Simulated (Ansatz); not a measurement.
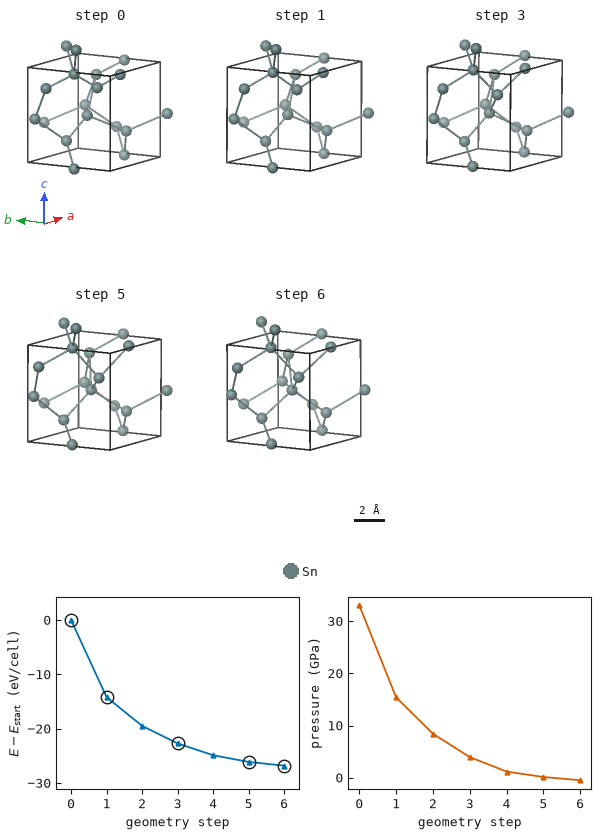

Frames of a relaxation of solid Sn (set up in P1), marked on the history of the run. The picture is a ball-and-stick view of the cell of the calculation, seen from a free direction.

Case: all atoms moved at random, sigma 0.4 Å for each component; relaxed back.

Theory: DFT r2SCAN, scalar-relativistic, plane waves, PAW in Ansatz 0.2.0. Set-up: plane-wave cutoff 500 eV; k-point mesh 6 × 6 × 6; occupations gaussian; smearing width 0.15 eV; no spin polarisation; cell and atoms relaxed; force threshold 0.01 eV/Å; at most 80 steps.

> What happens along the run?

The run was cut off at its time limit before the relaxation converged, so the last structure is only a point on the way. The largest move relative to the cell is that of a Sn atom, 0.87 Å along [3 −2 1]. Cell: a 6.566 → 6.535 Å (−0.5 %), b 6.566 → 6.561 Å (−0.1 %), c 6.566 → 6.677 Å (+1.7 %), α 90.0° → 89.6°, β 90.0° → 90.4°, γ 90.0° → 91.2°. Volume +1.1 %. Among the contacts that change: Sn–Sn 1.823 → 3.041 Å, Sn–Sn 4.140 → 3.009 Å, Sn–Sn 1.929 → 2.864 Å, Sn–Sn 3.745 → 2.868 Å. New bonds form, among them: Sn–Sn (3.56 → 2.89 Å), Sn–Sn (3.74 → 2.87 Å), Sn–Sn (3.88 → 3.06 Å), Sn–Sn (4.14 → 3.01 Å). Among the angles between lasting bonds that change: Sn–Sn–Sn 121.1° → 91.9°, Sn–Sn–Sn 86.5° → 110.2°, Sn–Sn–Sn 144.7° → 121.3°. The space group stays P1 (No. 1). The energy falls by 26.802 eV per cell of the calculation in 6 geometry steps. The largest force component goes from 35 to 1.5 eV/Å. Pressure: 33.01 GPa at the start and −0.49 GPa at the end. The run took 17 min on 2 threads of Intel(R) Xeon(R) Platinum 8488C (Sapphire Rapids), with other jobs on the host, peak memory 2.2 GiB. From step 0 to 1: a Sn atom moves most (0.20 Å), volume +2.1 %, energy −14.201 eV per cell of the calculation. From step 1 to 3: a Sn atom moves most (0.39 Å), volume +0.2 %, energy −8.511 eV per cell of the calculation. From step 3 to 5: a Sn atom moves most (0.34 Å), volume −2.3 %, energy −3.400 eV per cell of the calculation. From step 5 to 6: a Sn atom moves most (0.20 Å), volume +1.2 %, energy −0.690 eV per cell of the calculation.

| step | E − E(0), meV/atom | largest force component, eV/Å | pressure, GPa | volume, Å³/atom |
| --- | --- | --- | --- | --- |
| 0 | 0.00 | 34.5725 | 33.01 | 35.388 |
| 1 | -1775.09 | 15.4019 | 15.38 | 36.117 |
| 2 | -2434.96 | 9.1535 | 8.42 | 36.207 |
| 3 | -2838.93 | 4.6843 | 3.94 | 36.177 |
| 4 | -3110.31 | 2.6407 | 1.17 | 35.795 |
| 5 | -3263.92 | 1.8335 | 0.12 | 35.335 |
| 6 | -3350.22 | 1.4628 | -0.49 | 35.775 |
